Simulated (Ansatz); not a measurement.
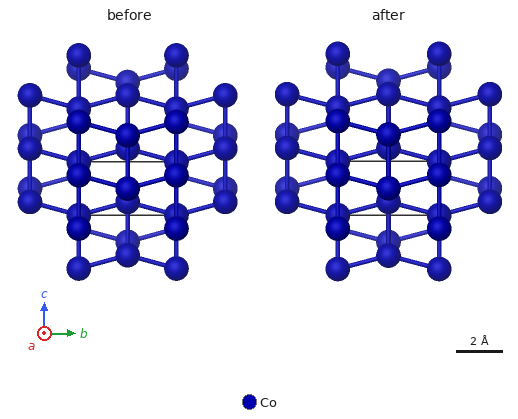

The structure of a crystal of Co (built on the beta-tin_141 type) (coarse preliminary run) before (left) and after (right) a relaxation, at one scale.

A ball-and-stick model of the conventional cell (2 times the calculation's cell), repeated 1 × 1 × 2 with one cell outlined, seen along the a axis. Lengths and directions refer to the drawn axes.

Case: beta-tin type (I4_1/amd, No. 141).

These are results of DFT PBE, scalar-relativistic, plane waves, PAW (Ansatz 0.2.0), not measurements.

The input:
```yaml
crystal:
  lattice:
    - [-2.1687425347, 2.1687425347, 1.1830890865]
    - [2.1687425347, -2.1687425347, 1.1830890865]
    - [2.1687425347, 2.1687425347, -1.1830890865]
  atoms:
    - { symbol: Co, position: [0.0, 0.0, 0.0], spin: 1.93 }
    - { symbol: Co, position: [0.75, 0.25, 0.5], spin: 1.93 }
basis:
  ecutwfc: 420
kpoints:
  mp_grid: { grid: [8, 8, 8] }
hamiltonian:
  xc: pbe
scf:
  occupations: { method: gaussian, width: 0.1 }
  lower_state_search: "off"
output:
  forces: true
  stress: true
  eigenvalues: true
  populations: true
magnetization:
  spin_polarized: true
relax:
  adjacent_minimum: "off"
  f_tol: 0.04
  max_steps: 70
  cell: { stress_tol: 0.4 }
```

> Summarise the run.

No atom moves by more than 0.005 Å relative to the cell. Cell: a = b 4.337 → 4.503 Å (+3.8 %), c 2.366 → 2.389 Å (+0.9 %). Volume +8.8 %. Among the contacts that change: Co1–Co2 2.248 → 2.329 Å, Co1–Co1 2.366 → 2.389 Å. The space group stays I4_1/amd (No. 141). Over 5 accepted moves (7 points after the start) the energy falls by 52.9 meV per atom. All forces vanish by symmetry, so only the cell relaxes. Pressure: 17.21 GPa at the start and 0.02 GPa at the end. The SCF was repeated twice at an unchanged geometry on a basis and grid sized afresh for the cell, which shifted the energy by 1.9 meV per atom at most. The run took roughly 40 core-seconds on a shared host.
